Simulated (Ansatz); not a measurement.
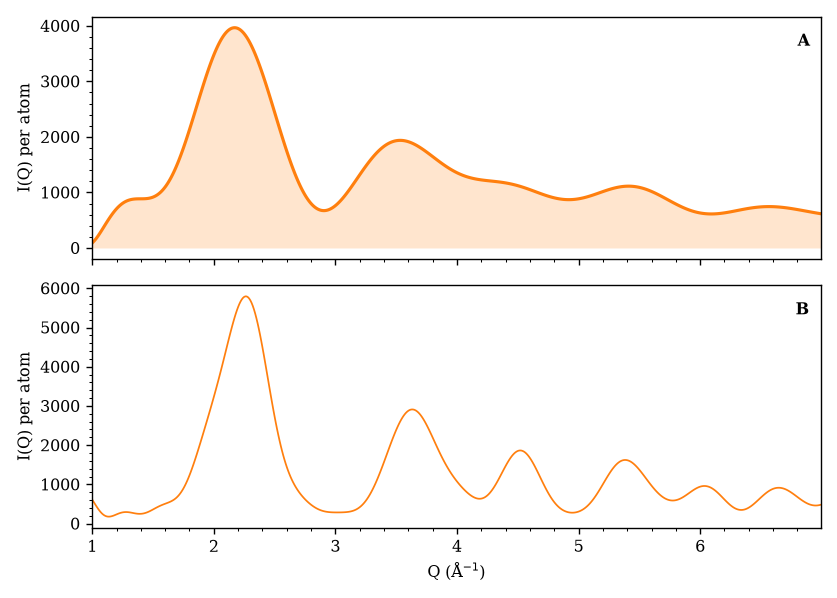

X-ray scattering of spheres cut from the crystal structure of La (Pm-3n, a = 6.354 Å, b = 6.354 Å, c = 6.354 Å, α = 90.00°, β = 90.00°, γ = 90.00°), calculated atom by atom with the Debye equation (B = 0.5 Å², no relaxation of the surface). It is based on the end point of a relaxation with DFT, LDA (PW92), plane waves (420 eV) with PAW, scalar-relativistic (Ansatz); the starting structure was generated, so it need not be a known form of this composition.

**The spheres are 10 and 20 Å across. Which curve is which?**

curve A: 10 Å (13 atoms); curve B: 20 Å (123 atoms). Peak widths go roughly as 2π/D, so the largest sphere has the sharpest peaks.

**Index the main peaks of the largest sphere.**

Q ≈ 2.26 Å⁻¹: 210 + 211; Q ≈ 3.63 Å⁻¹: 320 + 321; Q ≈ 4.52 Å⁻¹: 420 + 421 + 332; Q ≈ 5.38 Å⁻¹: 520/432 + 521; Q ≈ 6.03 Å⁻¹: 600/442 + 610 + 611/532; Q ≈ 6.65 Å⁻¹: 622 + 630/542 + 631.
